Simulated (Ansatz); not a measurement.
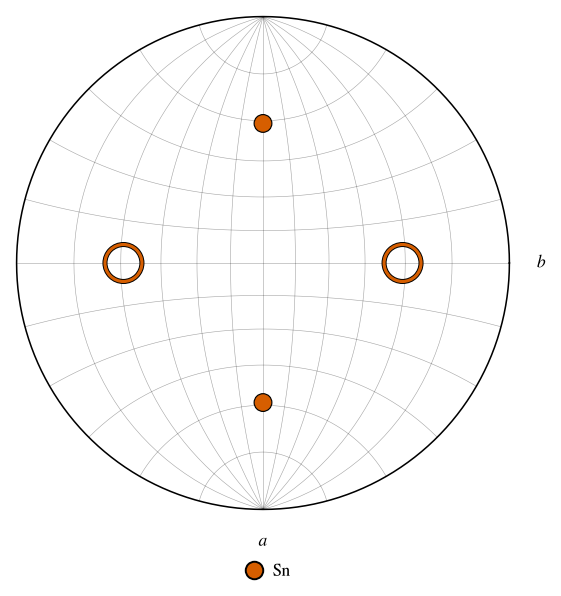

Crystal: SnO, the end point of a relaxation with DFT PBE, scalar-relativistic, plane waves, PAW in Ansatz 0.2.0. Directions from one oxygen atom at (1/2, 1/2, 1/2) to its bonded neighbours, in stereographic projection down c (filled: above the plane of the page or in it, open: below). Geometry calculated from the standardised cell; symmetry tolerance 0.002 Å.

Neighbours are counted up to 2.50 Å for Sn.

```
Sn O
1.0
     3.86786    0.00000    0.00000
     0.00000    3.86786    0.00000
     0.00000    0.00000    5.08540
Sn O
2 2
Direct
  0.00000 0.50000 0.72804
  0.50000 0.00000 0.27196
  0.50000 0.50000 0.50000
  0.00000 0.00000 0.50000
```

How many neighbours are there, and at what angles?

4: 4 Sn at 2.25 Å. Angles between bonds: 105° (4×), 118° (2×).

What is the site's symmetry in the crystal?

Point group -42m (D2d), order 8: one −4 axis, two twofold axes, two mirror planes. In No. 129, P4/nmm, origin choice 1 this is Wyckoff position 2b.
